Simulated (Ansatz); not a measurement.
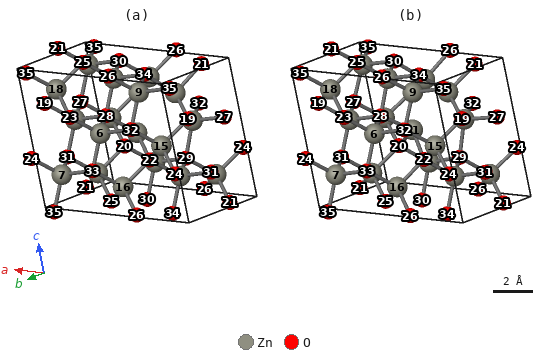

The structure of a defect cell of composition Zn18O17 before (left) and after (right) a relaxation, at one scale.

A ball-and-stick model of the cell of the calculation (origin shifted), seen from a free direction.

Case: O vacancy (site b), charge +0, atoms relaxed at the host's cell.

Computed with Ansatz 0.2.0, DFT PBE, scalar-relativistic, plane waves, PAW. Set-up: plane-wave cutoff 420 eV; k-point mesh 3 × 3 × 3; occupations gaussian; smearing width 0.01 eV; no spin polarisation; atoms relaxed in a fixed cell; force threshold 0.025 eV/Å; at most 45 steps.

### What changed between the two?

The largest move is that of a Zn atom, 0.18 Å roughly along [−1 −2 2]. By element the largest moves are Zn 0.18 Å, O 0.06 Å. The cell doesn't change. Among the contacts that change: O–Zn 1.931 → 2.027 Å, O–Zn 2.101 → 2.033 Å, O–Zn 1.989 → 2.027 Å, O–Zn 2.058 → 2.027 Å. Bond angles that change, for instance: O–Zn–O 112.1° → 106.2°, O–Zn–O 109.1° → 103.9°, Zn–O–Zn 110.3° → 115.2°. After 4 geometry steps the energy has fallen by 0.247 eV per cell of the calculation. The largest force component goes from 1 to 0.0024 eV/Å. Cost: 4 min on 4 threads of Intel(R) Xeon(R) Processor @ 2.70GHz (shared host), peak memory 2.4 GiB.

Limits of the set-up: the periodic images lie only 7.8 Å apart, so the values are limited by the cell's size.
